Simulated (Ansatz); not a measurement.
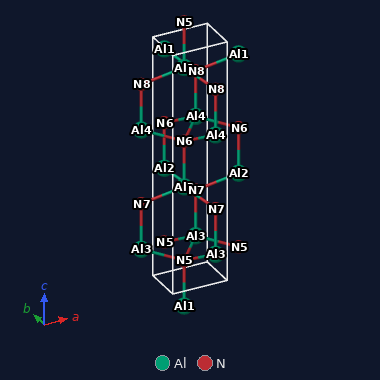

The system is AlN (P6_3mc, No. 186; 8 atoms in the cell); the picture shows the reference structure. Rigid slide and opening across a plane, one cut a cell; the plane is (0 0 1) of the conventional cell, and the faces at the cut hold Al and N. First axis: slide along 0 a1 + a2 (3.114 Å). Second axis: opening across the cut. Nothing is relaxed (rigid halves). Grid: 12 × 7 points; 49 points were computed and 35 follow by symmetry. Points are written as (first, second). Energies are in J/m², from the lowest grid point. The band gap closes in part of the range. Theory: DFT PBEsol, scalar-relativistic, plane waves, PAW (Ansatz 0.2.0). Settings: cutoff 520 eV, k-mesh 8×8×3 in the order of the run's cell vectors, gaussian smearing 0.05 eV, no spin polarisation.

Its coordinates:

```xyz
8
Lattice="-3.1136 0.0000 0.0000 -1.5568 -2.6964 0.0000 0.0000 0.0000 9.9667" Properties=species:S:1:pos:R:3 pbc="T T T"
Al   -1.5568   -0.8988    9.0149
Al   -1.5568   -0.8988    4.0316
Al   -3.1136   -1.7976    1.5399
Al   -3.1136   -1.7976    6.5233
N    -1.5568   -0.8988    0.9518
N    -1.5568   -0.8988    5.9351
N    -3.1136   -1.7976    3.4434
N    -3.1136   -1.7976    8.4268
```

The input of one point:

```yaml
crystal:
  lattice:
    - [-3.1135599822, 0.0, 0.0]
    - [-1.5567799911, -2.6964220408, 0.0]
    - [0.0, 0.0, 9.9667009506]
  atoms:
    - { symbol: Al, position: [0.3333333333, 0.3333333333, 0.0007550585] }
    - { symbol: Al, position: [0.3333333333, 0.3333333333, 0.5007550585] }
    - { symbol: Al, position: [0.6666666667, 0.6666666667, 0.2507550585] }
    - { symbol: Al, position: [0.6666666667, 0.6666666667, 0.7507550585] }
    - { symbol: "N", position: [0.3333333333, 0.3333333333, 0.1917449415] }
    - { symbol: "N", position: [0.3333333333, 0.3333333333, 0.6917449415] }
    - { symbol: "N", position: [0.6666666667, 0.6666666667, 0.4417449415] }
    - { symbol: "N", position: [0.6666666667, 0.6666666667, 0.9417449415] }
basis:
  ecutwfc: 520.0
kpoints:
  mp_grid: { grid: [8, 8, 3] }
hamiltonian:
  xc: pbesol
  pseudopotentials: { kind: paw, azcp: { folder: soft_1 } }
scf:
  occupations: { method: gaussian, width: 0.05 }
output:
  forces: true
  stress: true
  eigenvalues: true
  write_density: true
  write_potential: true
  elf: true
  volumetric_format: npy
```

Range: slide along 0 a1 + a2 (3.114 Å) from 0.000 to 0.917; opening across the cut from −0.3 to 3.2 Å.

What will the energy surface look like?

The lowest grid point is at (0.000, 0.0 Å). No other kind of well shows on this grid. The highest grid point, (0.500, 3.2 Å), lies 7.5 J/m² above the lowest. On the interpolated surface the easiest way out of the lowest well to its copy in the next cell or period passes a barrier of about 2.6 J/m². Round the minimum the two coordinates are nearly uncoupled.

```csv
"second ↓, first →",0/12,1/12,2/12,3/12,4/12,5/12,6/12,7/12,8/12,9/12,10/12,11/12
3.2,7.5,7.5,7.5,7.5,7.5,7.5,7.5,7.5,7.5,7.5,7.5,7.5
2.0,6.7,6.7,6.7,6.7,6.8,6.8,6.8,6.8,6.8,6.7,6.7,6.7
1.2,4.6,4.6,4.7,4.9,5.0,5.1,5.2,5.1,5.0,4.9,4.7,4.6
0.7,2.6,2.6,2.8,3.1,3.4,3.7,3.7,3.7,3.4,3.1,2.8,2.6
0.3,0.8,0.9,1.2,1.7,2.2,2.6,2.8,2.6,2.2,1.7,1.2,0.9
0.0,0.0,0.1,0.6,1.2,1.9,2.5,2.7,2.5,1.9,1.2,0.6,0.1
−0.3,1.9,1.9,2.0,2.4,3.2,3.9,4.2,3.9,3.2,2.4,2.0,1.9
```

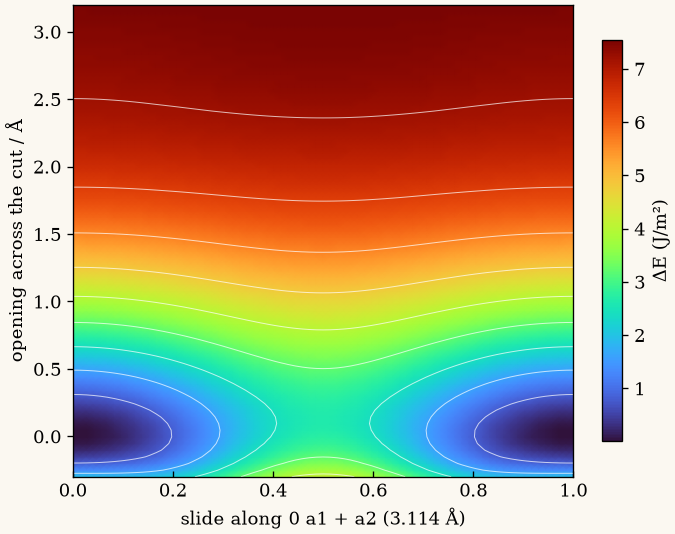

The picture shows a smooth colour map with a few white contour lines. Between grid points the surface is interpolated.

Each point was launched as `ansatz run input.yaml --threads 2 --pin off --max-ram 4096MiB --backend cpu --events-out ev --progress --plain --runs-dir out`. Time for the 49 points that were run: 5.8 min on 2 threads of Intel(R) Xeon(R) 6975P-C (Granite Rapids) (shared host).
